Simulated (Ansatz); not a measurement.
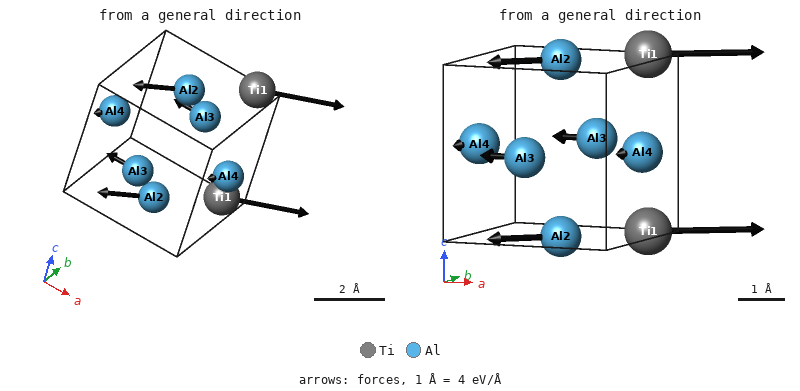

Shown here is a spheres-only view of the crystal, taken from two general directions. The simulation cell is drawn as a box. The arrows are the computed forces on the atoms.

System: TiAl₃. All computed values are from DFT r2SCAN, scalar-relativistic, plane waves, PAW (Ansatz 0.2.0). Settings: a plane-wave cutoff of 500 eV, the zone sampled with 12×12×12 points, Gaussian smearing of 0.15 eV, no spin polarisation.

Question: Are the atoms in equilibrium?

Answer: No. The atoms still feel forces of up to about 8.5 eV/Å, far above a usual threshold of 0.01 to 0.03 eV/Å.

Question: Which atom has the biggest force on it?

Answer: Ti1, about 8.5 eV/Å.

Origin of the cell: a structure listed in the Materials Project. The cell was then strained or its atoms displaced on purpose. It was run through Ansatz as a DFT input.
